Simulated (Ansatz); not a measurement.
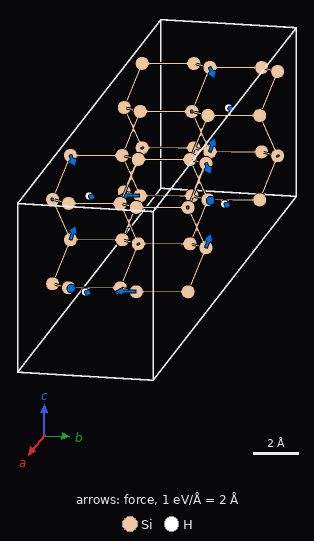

Starting geometry of a defect cell of composition Si16H (cell charge +1) with the computed forces as blue arrows. A ball-and-stick model of the conventional cell (2 times the calculation's cell) (origin shifted), seen from a free direction. Lengths and directions refer to the drawn axes.

It is an interstitial H in diamond Si. The run prepares an end point of a later path (interstitial hop) calculation, from a guessed geometry.

These are results of DFT PBE, scalar-relativistic, plane waves, PAW (Ansatz), not measurements. Settings: plane-wave cutoff 420 eV; k-point mesh 2 × 2 × 2; occupations gaussian; smearing width 0.05 eV; no spin polarisation; atoms relaxed in a fixed cell; force threshold 0.03 eV/Å; at most 60 steps.

What follows when this structure is relaxed?

It isn't relaxed: the largest force vector, on a Si atom, is 0.49 eV/Å. The final displacements have little in common with the starting forces (cosine between the two patterns 0.18). The atom that moves furthest is the H atom (1.48 Å roughly along [−2 1 −2]). By element the largest moves are H 1.48 Å, Si 0.34 Å. The cell doesn't change. Near-neighbour distances that change, for instance: H–Si 2.666 → 1.606 Å, H–Si 2.313 → 1.607 Å, Si–Si 2.351 → 2.939 Å, Si–Si 2.351 → 2.320 Å. New bonds form: H–Si (2.31 → 1.61 Å), H–Si (2.67 → 1.61 Å). Bond angles that change, for instance: Si–Si–Si 109.5° → 95.4°, Si–Si–Si 109.5° → 96.5°, Si–Si–Si 109.5° → 98.8°. The energy falls by 1.117 eV per cell of the calculation in 12 geometry steps. The largest force component goes from 0.31 to 0.026 eV/Å.

Limits of the set-up: the periodic images lie only 7.7 Å apart, so the values are limited by the cell's size; the cell is charged, on a uniform background, and energies carry no finite-size correction.
